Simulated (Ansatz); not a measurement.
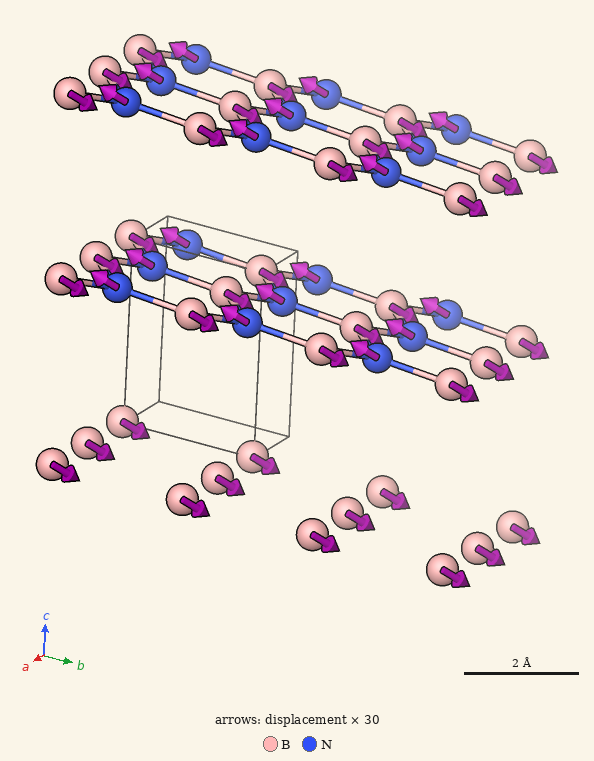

A symmetric starting cell of BN. The purple arrows show how the atoms are displaced, magnified 30 times. A ball-and-stick model of the cell of the calculation, repeated 3 × 3 × 2 with one cell outlined, seen slightly off an axis.

The calculation used Ansatz 0.2.0, DFT PBE, scalar-relativistic, plane waves, PAW. Settings: plane-wave cutoff 420 eV; k-point mesh 14 × 14 × 14; occupations gaussian; smearing width 0.02 eV; no spin polarisation.

Q: Describe the change and its computed effect.

A: Atoms are displaced by 0.02 Å: B 0.02 Å along [−1 3 −1], N 0.02 Å along [1 −3 1]. No relaxation follows. The starting cell wasn't computed here and needn't be at equilibrium, so pressure and forces aren't due to the change alone. Some distances before and after: B–N 1.435 → 1.393 Å, B–N 1.400 → 1.434 Å, B–N 1.518 → 1.525 Å. The space group stays P1 (No. 1). The pressure is 5.6 GPa (not all of it need come from the change, since the unchanged cell can be under pressure at this level too). The principal stresses (compression positive) are 12.9 GPa along [1 −3 0], 8.6 GPa roughly along [1 1 2], −4.8 GPa along [3 2 0]. The largest forces, 3 eV/Å, act on B and N; on the N atom it points roughly along −a.
